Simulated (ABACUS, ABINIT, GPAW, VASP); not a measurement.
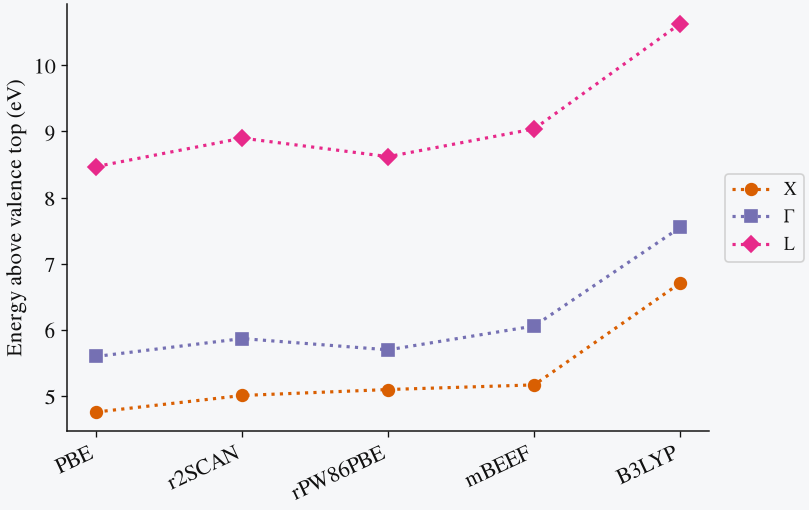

Lowest conduction level at each named k point, counted from the valence-band top at Γ, by several methods on one cell of diamond-type C, space group Fd-3m, 2 atoms in the primitive cell; cubic a = 3.567 Å. All runs are without spin-orbit coupling and carry no moments. The smallest gap lies off these points.

```
  method  program  X (eV)  Γ (eV)  L (eV)
     PBE     GPAW    4.76    5.60    8.47
  r2SCAN     GPAW    5.01    5.87    8.90
rPW86PBE   ABACUS    5.10    5.70    8.62
   mBEEF     GPAW    5.17    6.06    9.04
   B3LYP   ABINIT    6.71    7.55   10.63
```

Question: Estimate the HSE03 values. It was run as: HSE03, VASP PAW PBE potentials, release 64 (C), 8×8×8 k mesh, 520 eV cutoff, Gaussian smearing of 0.02 eV (VASP).

Answer: Exact exchange opens the gap over the semilocal values shown, the highest of which is 5.17 eV (mBEEF) at X. HSE03 gives 5.68 eV at X, 6.74 eV at Γ and 9.77 eV at L, which is +0.92 eV from PBE at X.

Question: How do the methods rank at X?

Answer: From low to high: PBE 4.76, r2SCAN 5.01, rPW86PBE 5.10, mBEEF 5.17, HSE03 5.68, B3LYP 6.71 eV. Too close to rank are r2SCAN against rPW86PBE (different programs, potentials and cutoffs) and rPW86PBE against mBEEF (different programs, potentials and cutoffs).

Question: Do the methods agree on which of these conduction levels is lowest?

Answer: Yes: all put it at X.

Settings. PBE: GPAW PAW data sets (gpaw-data 1.2.1), 10×10×10 k mesh, 650 eV cutoff, Fermi-Dirac smearing of 0.05 eV (GPAW 26.7.0). r2SCAN: GPAW PAW data sets (gpaw-data 1.2.1), 10×10×10 k mesh, 800 eV cutoff, Fermi-Dirac smearing of 0.05 eV (GPAW). rPW86PBE: SG15 ONCV 1.2 PBE, 10×10×10 k mesh, 1116 eV cutoff, Fermi-Dirac smearing of 0.05 eV (ABACUS 3.10.1). mBEEF: GPAW PAW data sets (gpaw-data 1.2.1), 10×10×10 k mesh, 800 eV cutoff, Fermi-Dirac smearing of 0.05 eV (GPAW 26.7.0). B3LYP: SPMS NC PBE v1.0, 8×8×8 k mesh, 816 eV cutoff, Fermi-Dirac smearing of 0.05 eV (ABINIT 10.8.3 (patched build)).

These are six of the 52 methods that were run on this cell. The runs come from different programs and meshes, which adds differences of its own. At ambient pressure diamond is metastable; the stable form of carbon is graphite. LDA, GGA and most meta-GGA functionals understate gaps. r2SCAN, mBEEF and HSE03: the PAW data sets were made with another functional. rPW86PBE and B3LYP: the potentials were made for another functional. Over all k points computed the smallest gap is 4.17 eV in PBE (mesh alone), 4.35 eV in r2SCAN, 4.46 eV in rPW86PBE (mesh alone), 4.50 eV in mBEEF, 5.05 eV in HSE03 (mesh alone) and 6.04 eV in B3LYP (mesh alone).
